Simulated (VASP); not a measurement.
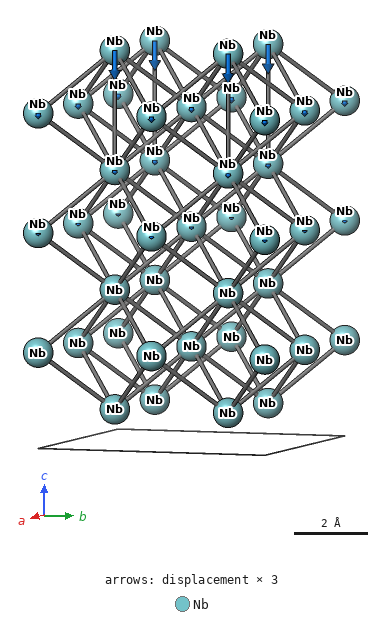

A relaxation of a slab of composition Nb. The starting structure is drawn; blue arrows show the displacements, magnified 3 times.

The picture is a ball-and-stick view of the 2 × 2 repeat of the cell, outlined in the plane, without the vacuum, seen from a free direction.

The run lets the atoms move in a fixed cell. 3 atoms are held fixed.

Method: VASP 6.6.1, Kohn-Sham DFT of a periodic cell, RPBE with D4, VASP PAW PBE potentials, recommended.

Input file:
```
PREC = Accurate
ENCUT = 520
EDIFF = 1E-6
ISMEAR = -1
SIGMA = 0.05
LREAL = False
LASPH = True
NELM = 100
ALGO = Normal
ISIF = 2
LWAVE = False
LCHARG = False
LDIPOL = True
IDIPOL = 3
DIPOL = 0.5 0.5 0.500
GGA = RP
IVDW = 13
IBRION = 2
NSW = 60
EDIFFG = -0.005
```

Run as
```bash
cat potpaw_PBE.64/Nb_sv/POTCAR > POTCAR
mpirun -np 1 vasp_std > vasp.out
```

Question: What did the optimiser do to the structure, and how much energy did it gain?

Answer: The atom that moves furthest is a Nb atom (0.29 Å along the normal (−c)). The cell stays as it was. Some distances before and after: Nb–Nb 3.328 → 3.090 Å, Nb–Nb 2.882 → 2.757 Å, Nb–Nb 3.328 → 3.280 Å, Nb–Nb 2.882 → 2.864 Å. Bond angles that change, for instance: Nb–Nb–Nb 109.5° → 117.2°, Nb–Nb–Nb 70.5° → 74.2°. Over 14 geometry steps the energy falls by 0.175 eV per cell of the calculation. The largest force component goes from 1.3 to 1.3 eV/Å.
